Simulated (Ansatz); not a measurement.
Input file:

```
crystal:
  lattice:
    - [5.4697623842, 0.0, 0.0]
    - [0.0, -5.4697623842, 0.0]
    - [0.0, 0.0, -5.4697623842]
  atoms:
    - { symbol: Si, position: [0.5, -0.0102929517, 0.0] }
    - { symbol: Si, position: [0.0, 0.5, 0.0] }
    - { symbol: Si, position: [0.0, 0.0, 0.5] }
    - { symbol: Si, position: [0.5, 0.5, 0.5] }
    - { symbol: Si, position: [0.75, 0.75, 0.75] }
    - { symbol: Si, position: [0.25, 0.25, 0.75] }
    - { symbol: Si, position: [0.25, 0.75, 0.25] }
    - { symbol: Si, position: [0.75, 0.25, 0.25] }
basis:
  ecutwfc: 420
kpoints:
  mp_grid: { grid: [6, 6, 6] }
hamiltonian:
  xc: pbe
scf:
  occupations: { method: gaussian, width: 0.05 }
output:
  forces: true
  stress: true
  eigenvalues: true
  write_density: true
  write_potential: true
  elf: true
  volumetric_format: npy
```

Launched as:

```sh
ansatz run input.yaml --threads 1 --pin off --max-ram 2560MiB --backend cpu --events-out ev --progress --plain --runs-dir out
```

Below, planes, directions and counts refer to the conventional cell (a = 7.74 Å, b = 7.74 Å, c = 5.47 Å, α = 90.00°, β = 90.00°, γ = 90.00°).

Space group Cmm2; changed on purpose from its base cell (atom 1 (Si) moved +0.056 A along Cartesian [0 1 0]); not relaxed (largest force 0.7 eV/Å).

The calculation used DFT PBE, scalar-relativistic, plane waves, PAW (Ansatz 0.2.0).

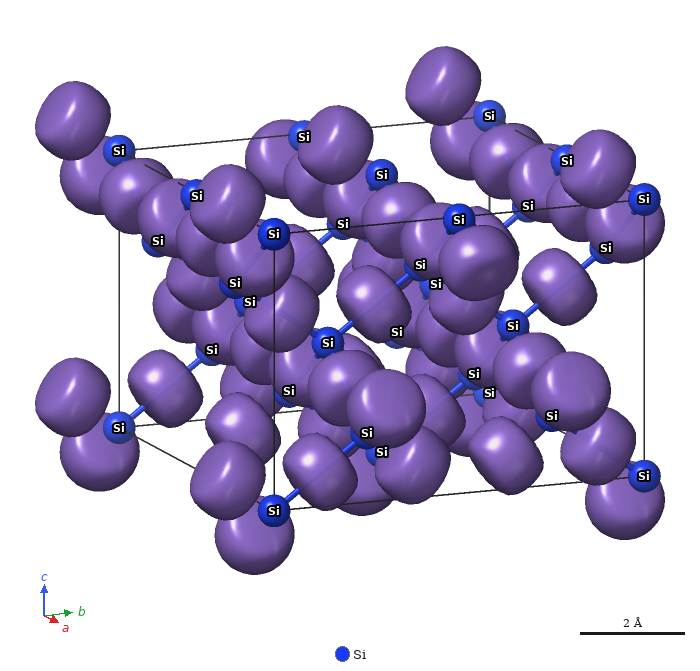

Si. Isosurface of the electron localisation function at 0.75 (purple), seen slightly off an axis. Core shells and regions of very low density are left out. Sticks mark near contacts.

Core electrons are frozen (PAW), and the valence fields are smoothed inside the atomic spheres.

> What do the ELF domains correspond to?

At this value the surface marks out 32 regions between bonded Si–Si atoms (shared pairs), counted in one cell of 16 atoms. Regions shared between cells count once. Profiles from the grid: Si–Si (2.34 Å): the ELF peaks at about 0.95 between the atoms: a shared electron pair. Si–Si (2.40 Å): the ELF peaks at about 0.95 between the atoms (a covalent bond).

> Does the calculation give a band gap?

It is gapped, with a Kohn–Sham gap of 0.54 eV on the k-point mesh, an upper bound to the gap of this method.
